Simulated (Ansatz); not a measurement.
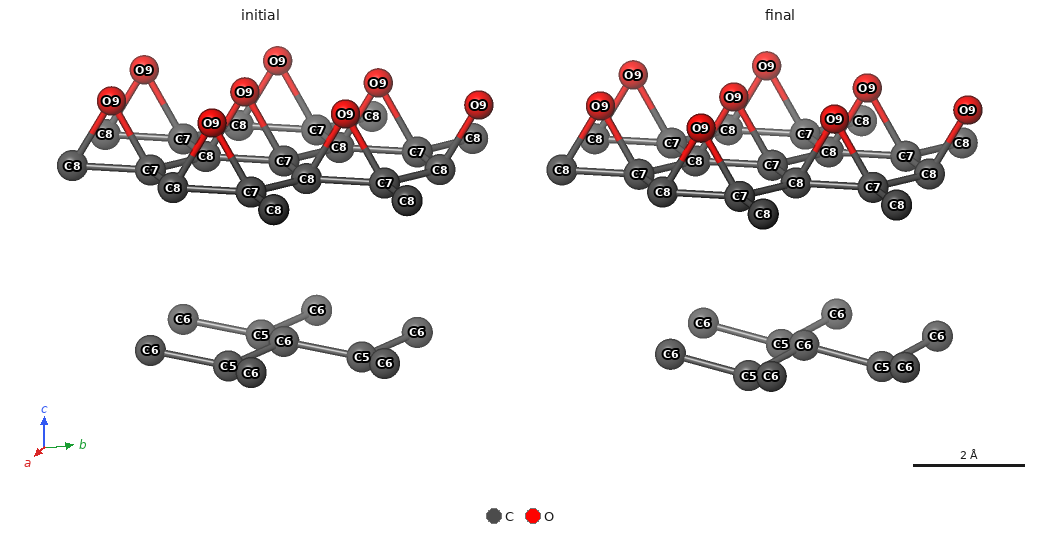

The structure of a slab of composition C8O (cut from the Fd-3m phase) before (left) and after (right) a constrained relaxation, at one scale.

A ball-and-stick model of the atoms within 4.2 Å of the atom that moves most (axes of the 3 × 3 repeat of the cell, outlined in the plane, without the vacuum), seen slightly off an axis.

Case: O put at a bridge C-C site. The slab is the (1 1 1) face of C with O on it. 4 atoms are held fixed.

Computed with DFT PBEsol, scalar-relativistic, plane waves, PAW in Ansatz 0.2.0.

Input
```yaml
crystal:
  lattice:
    - [2.5129226041, 0.0, 0.0]
    - [-1.2564613021, 2.1762548129, 0.0]
    - [0.0, 0.0, 25.6683263218]
  atoms:
    - { symbol: C, position: [0.3333333333, 0.6666666667, 0.3311474185] }
    - { symbol: C, position: [0.0, 0.0, 0.3511311203] }
    - { symbol: C, position: [0.0, 0.0, 0.4110822257] }
    - { symbol: C, position: [0.6666666667, 0.3333333333, 0.4310659274] }
    - { symbol: C, position: [0.6666666667, 0.3333333333, 0.504026835] }
    - { symbol: C, position: [0.3333333333, 0.6666666667, 0.5121084617] }
    - { symbol: C, position: [0.3333333333, 0.6666666667, 0.6426754034] }
    - { symbol: C, position: [0.0, 0.0, 0.6427605357] }
    - { symbol: O, position: [0.1666666667, 0.3333333333, 0.6910691003], spin: 2.0 }
basis:
  ecutwfc: 420
kpoints:
  mp_grid: { grid: [12, 12, 1] }
hamiltonian:
  xc: pbesol
scf:
  occupations: { method: gaussian, width: 0.05 }
output:
  forces: true
  eigenvalues: true
  populations: true
magnetization:
  spin_polarized: true
relax:
  adjacent_minimum: "off"
  f_tol: 0.03
  max_steps: 70
  constraints: [{ sites: [0, 1, 2, 3] }]
efield:
  axis: 3
  dipole_correction: true
  ramp_width: 0.04
```

Run as
```bash
ansatz run input.yaml --threads 2 --pin off --max-ram 5120MiB --backend cpu --events-out ev --progress --plain --runs-dir out
```

What changed between the two?

Answer. The energy falls by 77.9 meV per cell of the calculation in 10 accepted moves (12 points after the start). The largest force component goes from 1.1 to 0.025 eV/Å. 2 steps only repeated the SCF at the same geometry. The forces were under the threshold at step 4, but the run went on from there. The largest moves, 0.60 Å, are those of C7 and O9. C7 goes at 79° to the normal (−c side). By element the largest moves are C 0.60 Å, O 0.59 Å. The cell doesn't change. Near-neighbour distances that change, for instance: C5–C6 1.466 → 1.485 Å, C7–C8 1.451 → 1.432 Å, C7–O9 1.438 → 1.421 Å, C7–C8 (another image) 1.451 → 1.460 Å. Among the angles between lasting bonds that change: C5–C6–C5 118.0° → 115.6°. The program noted that the starting moments weren't kept. The run may lie on a higher electronic state than the lowest, so the end point isn't shown to be the ground-state structure.

Limits of the set-up: the periodic images lie only 2.5 Å apart, so the values are limited by the cell's size.
